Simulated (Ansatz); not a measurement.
# Single-point calculation, with input and output: Zr16O31 (charge +2) (part 3 of 3)

Continued. System: Zr16O31 (defect cell, 47 atoms in the cell, total charge +2). Method: DFT PBE, scalar-relativistic, plane waves, PAW, spin-polarised (Ansatz 0.2.0); cutoff 420 eV, 2×2×2 k-mesh, Gaussian smearing of 0.05 eV, collinear spins. The structure derives from an entry of the Crystallography Open Database.

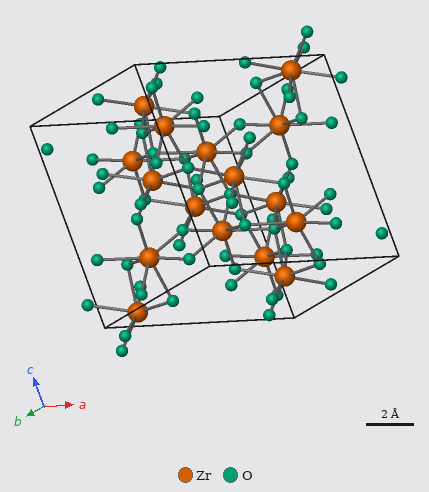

Figure 1. The input geometry (ball-and-stick view of the cell of the calculation, seen at an oblique angle; bonded neighbours outside the cell are drawn too). An atom can appear more than once, as a periodic image.

**Results in brief**

```json
{"quantity": "outcome", "value": "converged"}
{"quantity": "electrons treated", "value": "376"}
{"quantity": "free energy", "value": "−84637.2838 eV"}
{"quantity": "Fermi energy", "value": "10.825 eV"}
{"quantity": "gap on the k-point mesh", "value": "0.78 eV"}
{"quantity": "net moment of the cell", "value": "0.00 μB"}
{"quantity": "integrated absolute moment", "value": "0.00 μB"}
{"quantity": "largest force (length of the vector)", "value": "4.145 eV/Å"}
{"quantity": "wall time", "value": "3.4 min (CPU time 13 min)"}
{"quantity": "peak memory", "value": "3.6 GiB"}
```

**Remarks**

The program warns: some starting moments were not kept. The cell is charged and computed with a neutralising background, so its energy and pressure depend on the cell and aren't those of a real crystal.
